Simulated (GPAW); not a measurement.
SrO (Fm-3m): how ε∞ follows the gap

The empty bands of SrO (Fm-3m) are shifted up rigidly by Δ, and ε∞ is computed for each shift.

Symmetry: Fm-3m, No. 225, cubic system. The conventional cell has a = 5.133 Å, b = 5.133 Å, c = 5.133 Å, α = 90.00°, β = 90.00°, γ = 90.00°. Around Sr on site b lie 6 O at 2.57 Å. O on site a has 6 Sr at 2.57 Å as nearest neighbours.

Method: GPAW 26.7.0, PBE, RPA, k-mesh 12×12×12, local fields up to 50 eV, Lorentzian half width 0.15 eV.

Launch of the response step: `OMP_NUM_THREADS=1 python df.py`. The series took 83 s in all, its band step included, on 1 thread of Arm Neoverse V2 (shared host).

| Δ (eV) | ε∞ |
| --- | --- |
| 0.00 | 3.581 |
| 0.40 | 3.466 |
| 0.80 | ? |
| 1.20 | 3.271 |
| 1.60 | 3.188 |
| 2.00 | 3.110 |

With one effective transition at E₀ and fixed dipole strength, ε∞ − 1 = A/(E₀ + Δ), so 1/(ε∞ − 1) is linear in Δ.

Working, on the rows shown:

| x = Δ (eV) | y = 1/(ε∞ − 1) |
| --- | --- |
| 0 | 0.387447 |
| 0.4 | 0.405515 |
| 1.2 | 0.440335 |
| 1.6 | 0.457038 |
| 2 | 0.473934 |

Means: x̄ = 1.04, ȳ = 0.43285. Σ(x − x̄)(y − ȳ) = 0.1189, Σ(x − x̄)² = 2.752. Slope = 0.1189 / 2.752 = 0.0432; intercept = ȳ − slope · x̄ = 0.38792. Turned back into ε∞, the line misses the rows shown by at most 0.0032.

**Question.** What does the fit predict for the withheld row, and how well does it do?

**Answer.** At x = 0.8 the line gives y = 0.42248, that is 3.367. The run gave 3.364, so the interpolation is off by 0.0029, 0.6 % of the range in the table.

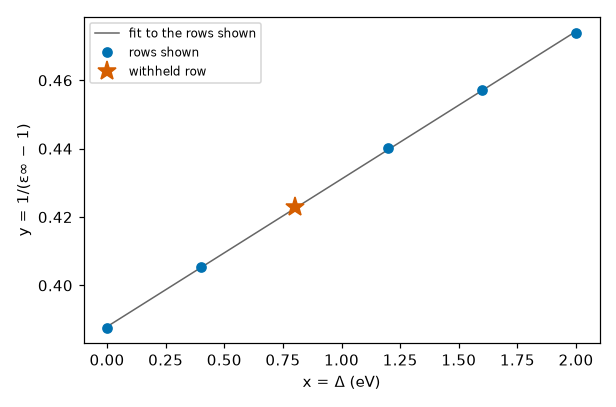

Refitted with all rows, the slope is 0.04317 and the intercept 0.38805. These give E₀ = intercept/slope = 9.0 eV, far above the least direct gap of 3.42 eV: most of the screening comes from transitions well over the edge. Over the first step ε∞ falls by 8 % per eV. The cell comes from an older database entry, whose edges can be off by a per cent or so. Excitons are left out; PBE gaps are as a rule too small. The values come from a sum over the points of one k-mesh and carry its error, which grows as the direct gap shrinks. This version of GPAW has incomplete matrix elements in the optical limit, which can lower ε − 1 by up to a tenth where first-row anions or d states rule. The local-field cutoff holds few shells of reciprocal vectors for this small cell, so ε∞ can read a few per cent high. Spin-orbit coupling is left out.
